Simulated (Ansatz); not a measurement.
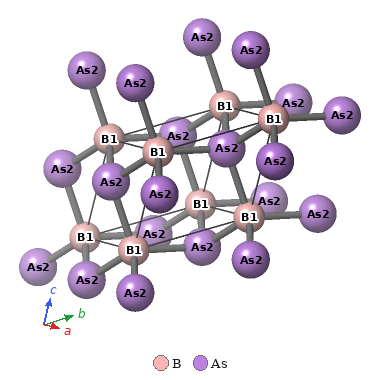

The system is BAs (F-43m, No. 216; 2 atoms in the cell); the picture shows the reference structure. 
- The cell is strained homogeneously, by one strain along x and y and another along z, with fractional coordinates fixed (x, y and z along the cube axes).
- The first coordinate is: strain along x and y; the second: strain along z.
- The grid has 5 × 5 points.
- Energies: meV/atom, counted from the lowest grid point.
- The reference cell is the one listed in the database, not relaxed at this level.
- These are results of DFT r2SCAN, scalar-relativistic, plane waves, PAW (Ansatz 0.2.0), not measurements. Settings: cutoff 500 eV, k-mesh 10×10×10, gaussian smearing 0.05 eV, no spin polarisation.

Its coordinates:

```yaml
crystal:
  lattice:
    - [0.00000, 2.38850, 2.38850]
    - [2.38850, 0.00000, 2.38850]
    - [2.38850, 2.38850, 0.00000]
  atoms:
    - { symbol: B, position: [0.00000, 0.00000, 0.00000] }
    - { symbol: As, position: [0.75000, 0.75000, 0.75000] }
```

Range: strain along x and y from −8 to 8 %; strain along z from −8 to 8 %.

Question: What will the energy surface look like?

Answer: The lowest grid point is at strain along x and y = 0 %, strain along z = 0 %. No other kind of well shows on this grid. The highest grid point, strain along x and y = −8 %, strain along z = −8 %, lies 462 meV/atom above the lowest. Round the minimum the valley is somewhat tilted: raising strain along x and y shifts the best value of strain along z downwards (coupling k₁₂/√(k₁₁k₂₂) about 0.3).

| strain along z ↓, strain along x and y → | −8 | −4 | 0 | 4 | 8 |
| --- | --- | --- | --- | --- | --- |
| 8 | 245 | 98 | 70 | 133 | 263 |
| 4 | 220 | 57 | 17 | 71 | 196 |
| 0 | 244 | 58 | 0 | 41 | 156 |
| −4 | 323 | 105 | 23 | 44 | 144 |
| −8 | 462 | 204 | 89 | 84 | 162 |

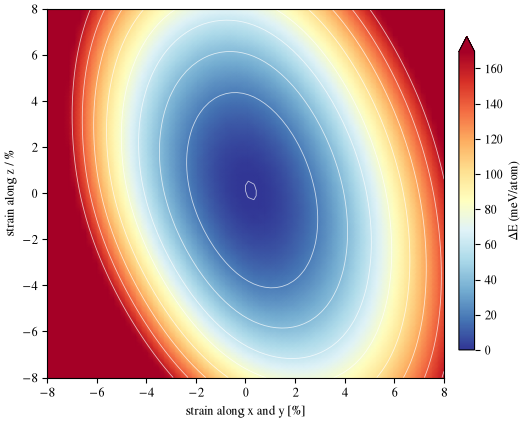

The picture shows a smooth colour map with a few white contour lines, one colour for all values above the top of the scale. Between grid points the surface is interpolated.
